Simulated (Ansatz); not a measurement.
## What a change does: band-structure calculation on ZrO₂

System: ZrO₂ (P4₂/nmc, 6 atoms in the cell).
Method of the first run: DFT, PBE, plane waves, PAW, no spin polarisation (Ansatz 0.2.0).

The structure derives from an entry of the Crystallography Open Database. The geometry comes from this level: r2SCAN. Text and figures count atoms from 1; the logs count them from 0 in places.

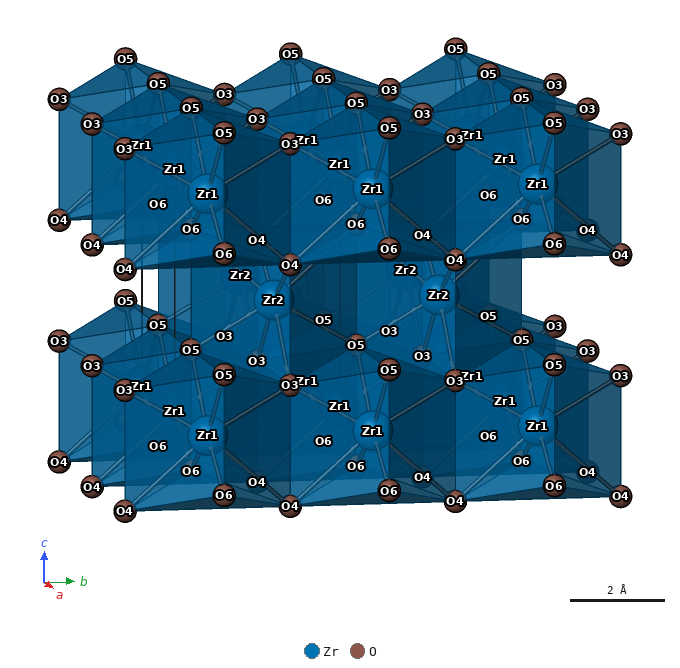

Figure 1. The structure (polyhedral view of the cell of the calculation, repeated 2 × 2 × 1, seen slightly off an axis; polyhedra are completed across the faces of the cell; atoms are numbered from 1 in the order of the input).

**Input file, the first run**
```yaml
crystal:
  lattice:
    - [3.6010266384, 0.0, 0.0]
    - [0.0, 3.6010266384, 0.0]
    - [0.0, 0.0, 5.2271837473]
  atoms:
    - { symbol: Zr, position: [0.0, 0.0, 0.0] }
    - { symbol: Zr, position: [0.5, 0.5, 0.5] }
    - { symbol: O, position: [0.0, 0.5, 0.1969684604] }
    - { symbol: O, position: [0.0, 0.5, 0.6969684604] }
    - { symbol: O, position: [0.5, 0.0, 0.3030315396] }
    - { symbol: O, position: [0.5, 0.0, 0.8030315396] }
kpoints:
  mp_grid: { grid: [8, 8, 6] }
  band_path:
    path:
      - [0.0, 0.0, 0.0]
      - [0.0, 0.5, 0.0]
      - [0.5, 0.5, 0.0]
      - [0.0, 0.0, 0.5]
      - [0.0, 0.5, 0.5]
      - [0.5, 0.5, 0.5]
      - [0.223958, 0.223958, 0.0]
    npoints: 1
hamiltonian:
  xc: pbe
scf:
  occupations: { method: fixed }
  n_extra_bands: 5
output:
  forces: true
  stress: true
  eigenvalues: true
```

Launched with:
```bash
ansatz run input.yaml --threads 2 --pin off --max-ram 3686MiB --backend cpu --events-out ev --progress --plain --runs-dir out
```

Hardware: 2 threads of Arm Neoverse V1, 24 GiB of memory available, shared host.

**Output, shortened to warnings, some set-up lines, iterations and results (the first run)**
```
Basis set: ecut = 420 eV, 1297 PW (Γ), exchange–correlation on 50×50×72 points (8 copies of the dense FFT grid, shifted against one another)
Symmetry: 16 space group operations
k-points: 60 of 384
Initial density: superposition of atomic densities (neutral atoms: chi_scale 0, normalization atom), corrected by the library's trained network
[...]
SCF iter   1: F=—  HF=-10647.830466 eV  |F-HF|=—  |Δ(HF+E_count)|=         —  Δρ=3.22e-3  dr2=1.57e-3  ethr=1.77e-3  ⟨swp⟩=3.9  Hψ=6505  notcnv=0  defer=79
SCF iter   2: F=—  HF=-10647.830310 eV  |F-HF|=—  |Δ(HF+E_count)|=   1.56e-4  Δρ=1.66e-3  dr2=4.34e-4  ethr=3.28e-6  ⟨swp⟩=2.0  Hψ=3780  notcnv=0  defer=180
SCF iter   3: F=—  HF=-10647.830573 eV  |F-HF|=—  |Δ(HF+E_count)|=   2.63e-4  Δρ=3.17e-4  dr2=4.32e-5  ethr=9.04e-7  ⟨swp⟩=2.0  Hψ=2760  notcnv=0  defer=180
SCF iter   4: F=—  HF=-10647.830410 eV  |F-HF|=—  |Δ(HF+E_count)|=   1.62e-4  Δρ=8.36e-5  dr2=2.65e-6  ethr=9.00e-8  ⟨swp⟩=2.0  Hψ=2640  notcnv=0  defer=60
SCF iter   5: F=—  HF=-10647.830412 eV  |F-HF|=—  |Δ(HF+E_count)|=   2.14e-6  Δρ=1.78e-5  dr2=1.21e-7  ethr=5.52e-9  ⟨swp⟩=2.1  Hψ=2549  notcnv=0  defer=60
SCF iter   6: F=-10647.830413 eV  HF=-10647.830412 eV  |F-HF|=1.63e-8  |Δ(HF+E_count)|=   1.32e-7  Δρ=6.17e-6  dr2=1.55e-8  ethr=2.08e-10  ⟨swp⟩=9.6  Hψ=7750  notcnv=0
SCF 1 converged in 6 iterations: F = -10647.830413 eV  dr2 = 1.55e-8
NSCF: frozen V_eff on 7 k-points
SCF converged after 6 iterations
Free energy (F): -10647.830413 eV
Harris-Foulkes:  -10647.830412 eV  (|F-HF|=1.63e-8)
Internal energy: -10647.830413 eV  (E = F + TS)
E sigma→0 (E₀):  -10647.830413 eV
Fermi energy:    11.080546 eV
--- Per-component energies (eV) ---
  E_band       = -146.173591
  E_kinetic    = 1375.448301
  E_local      = -2353.476875  (includes V_loc(G=0)·N_el)
  E_nonlocal   = 343.038876
  E_hartree    = 777.232726
  E_xc         = -623.789023
  E_vxc        = -765.459705  (∫ρ·V_xc dr)
  E_paw        = -6537.934131  (= ΣΔE_a)
  E_vpaw       = -300.201967  (= ΣTr[D̂ρ^β])
  E_aug_tail   = 0.010113  (compensation charges beyond the density's cutoff)
  E_ewald      = -3628.360399
  E_smearing   = -0.000000  (= −TS)
  E_closure    = 0.000000  (closes the sum)
  Σ components = -10647.830413   (vs F -10647.830413, Δ=0.00e0)
--- Forces (eV/Å), atoms counted from 1 ---
  atom   1  Zr    -0.00000000     0.00000000     0.00000000
  atom   2  Zr     0.00000000     0.00000000    -0.00000000
  atom   3  O      0.00000000     0.00000000     0.01914963
  atom   4  O     -0.00000000     0.00000000     0.01914963
  atom   5  O     -0.00000000     0.00000000    -0.01914963
  atom   6  O      0.00000000     0.00000000    -0.01914963
  max |Σ_I F_I| component: 6.94e-18 eV/Å
--- Stress (GPa, compression-positive) ---
        3.895103       0.000000      -0.000000
        0.000000       3.895103       0.000000
       -0.000000       0.000000       3.782975
  P = ⅓ Tr σ = 3.8577 GPa (38.577 kbar)
```

The second run used a changed input.

**The two runs side by side**

```csv
quantity,the first run,the second run
outcome,converged,converged
free energy per atom (eV),−1774.6384,−1779.3826
gap on the mesh (eV),4.06,4.60
pressure (GPa),3.86,0.03
largest force (eV/Å),0.019,0.003
SCF iterations,6,7
irreducible k-points,60,60
plane waves at Γ,1297,1739
wall time (shared host),4.2 s,11 s
```

What was changed in the input?

The change (lines with − go, lines with + come):
```diff
-  xc: pbe
+  xc: r2scan
```

The total energies belong to different methods, so their difference says nothing on which is more stable or more accurate. The gap on the mesh goes from 4.06 to 4.60 eV. The pressure goes from 3.86 to 0.03 GPa. The functional changes from PBE to r2SCAN. The SCF takes 7 iterations against 6. The default cutoff goes from 420 to 500 eV with the change. The plane waves at Γ go from 1297 to 1739. On the same kind of shared host the second run took about 2.6 times as long.

**Output, shortened to warnings, some set-up lines, iterations and results (the second run)**
```
Basis set: ecut = 500 eV, 1739 PW (Γ), exchange–correlation on 108×108×160 points (64 copies of the dense FFT grid, shifted against one another)
Symmetry: 16 space group operations
k-points: 60 of 384
Initial density: superposition of atomic densities (neutral atoms: chi_scale 0, normalization atom), corrected by the library's trained network
[...]
SCF iter   1: F=—  HF=-10676.174445 eV  |F-HF|=—  |Δ(HF+E_count)|=         —  Δρ=1.52e-2  dr2=1.85e-1  dr2_τ=3.82e-1  ethr=1.77e-3  ⟨swp⟩=4.5  Hψ=6538  notcnv=0  defer=108
SCF iter   2: F=—  HF=-10676.296068 eV  |F-HF|=—  |Δ(HF+E_count)|=   1.22e-1  Δρ=6.60e-3  dr2=1.27e-2  dr2_τ=6.68e-3  ethr=3.85e-4  ⟨swp⟩=2.0  Hψ=3301  notcnv=0  defer=151
SCF iter   3: F=—  HF=-10676.295795 eV  |F-HF|=—  |Δ(HF+E_count)|=   2.73e-4  Δρ=2.78e-3  dr2=2.46e-3  dr2_τ=3.49e-4  ethr=2.64e-5  ⟨swp⟩=2.1  Hψ=3214  notcnv=0  defer=180
SCF iter   4: F=—  HF=-10676.295840 eV  |F-HF|=—  |Δ(HF+E_count)|=   4.52e-5  Δρ=3.96e-4  dr2=4.54e-5  dr2_τ=1.08e-5  ethr=5.12e-6  ⟨swp⟩=2.0  Hψ=3095  notcnv=0  defer=179
SCF iter   5: F=—  HF=-10676.295866 eV  |F-HF|=—  |Δ(HF+E_count)|=   2.58e-5  Δρ=8.96e-5  dr2=4.86e-6  dr2_τ=4.25e-7  ethr=9.46e-8  ⟨swp⟩=2.0  Hψ=3081  notcnv=0  defer=60
SCF iter   6: F=—  HF=-10676.295866 eV  |F-HF|=—  |Δ(HF+E_count)|=   2.05e-7  Δρ=2.66e-5  dr2=5.10e-7  dr2_τ=3.74e-8  ethr=1.01e-8  ⟨swp⟩=2.0  Hψ=2647  notcnv=0  defer=63
SCF iter   7: F=-10676.295866 eV  HF=-10676.295866 eV  |F-HF|=1.22e-8  |Δ(HF+E_count)|=   8.79e-8  Δρ=5.21e-6  dr2=2.04e-8  dr2_τ=4.21e-10  ethr=2.08e-10  ⟨swp⟩=10.5  Hψ=7723 …
SCF 1 converged in 7 iterations: F = -10676.295866 eV  dr2 = 2.04e-8
NSCF: frozen V_eff on 7 k-points
SCF converged after 7 iterations
Free energy (F): -10676.295866 eV
Harris-Foulkes:  -10676.295866 eV  (|F-HF|=1.22e-8)
Internal energy: -10676.295866 eV  (E = F + TS)
E sigma→0 (E₀):  -10676.295866 eV
Fermi energy:    10.746971 eV
--- Per-component energies (eV) ---
  E_band       = -185.762756
  E_kinetic    = 1378.164130
  E_local      = -2352.669905  (includes V_loc(G=0)·N_el)
  E_nonlocal   = 339.295238
  E_hartree    = 777.876108
  E_xc         = -610.945219
  E_vxc        = -852.431925  (∫ρ·V_xc dr)
  E_paw        = -6579.202693  (= ΣΔE_a)
  E_vpaw       = -305.698767  (= ΣTr[D̂ρ^β])
  E_aug_tail   = 0.004122  (compensation charges beyond the density's cutoff)
  E_vtau       = 51.817494  (kinetic-family band-sum trace: ∫τ·v_τ [+ j·A + Jᵃ·Aᵃ] dr)
  E_ewald      = -3628.360399
  E_core_change = -0.457247  (= ΣΔE_core)
  E_smearing   = -0.000000  (= −TS)
  E_closure    = 0.000000  (closes the sum)
  Σ components = -10676.295866   (vs F -10676.295866, Δ=0.00e0)
--- Forces (eV/Å), atoms counted from 1 ---
  atom   1  Zr    -0.00000000     0.00000000     0.00000000
  atom   2  Zr     0.00000000     0.00000000    -0.00000000
  atom   3  O      0.00000000     0.00000000    -0.00267900
  atom   4  O     -0.00000000     0.00000000    -0.00267900
  atom   5  O     -0.00000000     0.00000000     0.00267900
  atom   6  O      0.00000000     0.00000000     0.00267900
  max |Σ_I F_I| component: 3.47e-17 eV/Å
--- Stress (GPa, compression-positive) ---
        0.041643       0.000000      -0.000000
        0.000000       0.041643       0.000000
       -0.000000       0.000000       0.009854
  P = ⅓ Tr σ = 0.0310 GPa (0.310 kbar)
```
